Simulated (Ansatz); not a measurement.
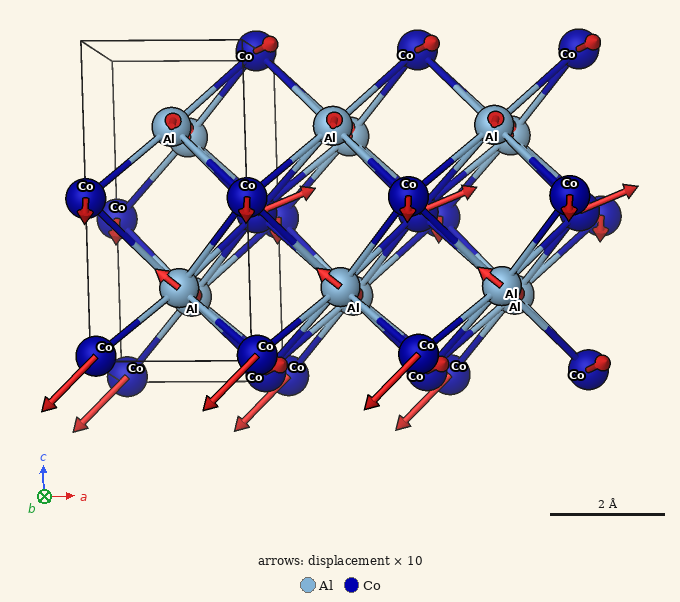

A relaxation of crystalline AlCo (built on the CuAu (L1_0)_123 type) (coarse preliminary run). The starting structure is drawn; red arrows show the displacements (the part carried along by the change of the cell is left out), magnified 10 times.

Style: ball-and-stick. Shown: the cell of the calculation, repeated 3 × 1 × 1 with one cell outlined, from a free direction.

These are results of DFT PBE, scalar-relativistic, plane waves, PAW in Ansatz 0.2.0, not measurements. (plane-wave cutoff 420 eV; k-point mesh 8 × 4 × 4; occupations gaussian; smearing width 0.1 eV; no spin polarisation; cell and atoms relaxed; force threshold 0.015 eV/Å; at most 120 steps)

> Atoms of which element are displaced furthest, and by how much?

Cobalt: up to 0.14 Å, against 0.07 Å for aluminium.

> Describe the change and its energy.

The largest move relative to the cell is that of a Co atom, 0.14 Å roughly along [−2 0 −1]. By element the largest moves are Co 0.14 Å, Al 0.07 Å. The drawn cell changes as follows: a 2.841 → 2.852 Å (+0.4 %), b 5.665 → 5.703 Å (+0.7 %), c 5.650 → 5.704 Å (+1.0 %), α 89.4° → 90.0°, β 91.7° → 90.0°, γ 89.2° → 90.0°; the volume changes by +2.1 %. Some distances before and after: Al–Co 2.256 → 2.469 Å, Al–Co 2.302 → 2.469 Å, Al–Co 2.597 → 2.470 Å, Al–Co 2.358 → 2.470 Å. The space group (tolerance 0.01 Å) goes from P1 (No. 1) to Pm-3m (No. 221). After 3 accepted moves (4 points after the start) the energy has fallen by 51.7 meV per atom. Largest force component: 1.4 eV/Å at the start, 0.00023 eV/Å at the end. The pressure goes from 5.70 to 0.06 GPa. At 1 point the geometry stayed and the basis and grid were re-selected for the new cell (energy shift of 0.2 meV per atom at most each time). Cost: 2.5 min on 1 thread of Intel(R) Xeon(R) Platinum 8259CL CPU @ 2.50GHz (Skylake/Cascade Lake), on a shared host, peak memory 0.54 GiB.
